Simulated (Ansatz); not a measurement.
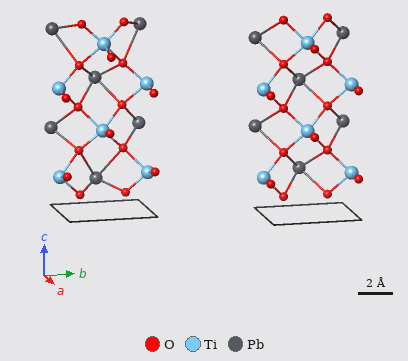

Two geometries of a slab of composition Ti2Pb2O7 (cut from the P4mm phase), drawn at one scale. One is the start of a relaxation, the other its converged end. Style: ball-and-stick. Shown: the cell of the calculation, outlined in the plane, without the vacuum, slightly off an axis.

All numbers below come from DFT PBE, scalar-relativistic, plane waves, PAW (Ansatz). Settings: plane-wave cutoff 420 eV; k-point mesh 6 × 5 × 1; occupations gaussian; smearing width 0.05 eV; no spin polarisation; dipole correction; atoms relaxed in a fixed cell; force threshold 0.02 eV/Å; at most 60 steps.

Question: Which of the two is the end point?

Answer: The left one is the relaxed one. The slab is the (1 1 0) face of TiPbO3. The largest moves relative to the layer's centre, 0.63 Å, are those of Pb atoms. By element the largest moves are Pb 0.63 Å, O 0.49 Å, Ti 0.20 Å. The cell stays as it was. Some distances before and after: O–Pb 2.870 → 2.257 Å, O–Pb 2.484 → 2.767 Å, O–Pb 2.484 → 2.268 Å, O–Ti 1.992 → 1.815 Å. Among the angles between lasting bonds that change: Pb–O–Pb 101.2° → 115.0°, Ti–O–Pb 99.7° → 113.2°, O–Pb–O 66.2° → 76.7°. Over 10 accepted moves (12 points after the start) the energy falls by 1.614 eV per cell of the calculation. Largest force component: 2.2 eV/Å at the start, 0.016 eV/Å at the end. The line search rejected the trial step at point 8 of the run. 1 step only repeated the SCF at the same geometry.
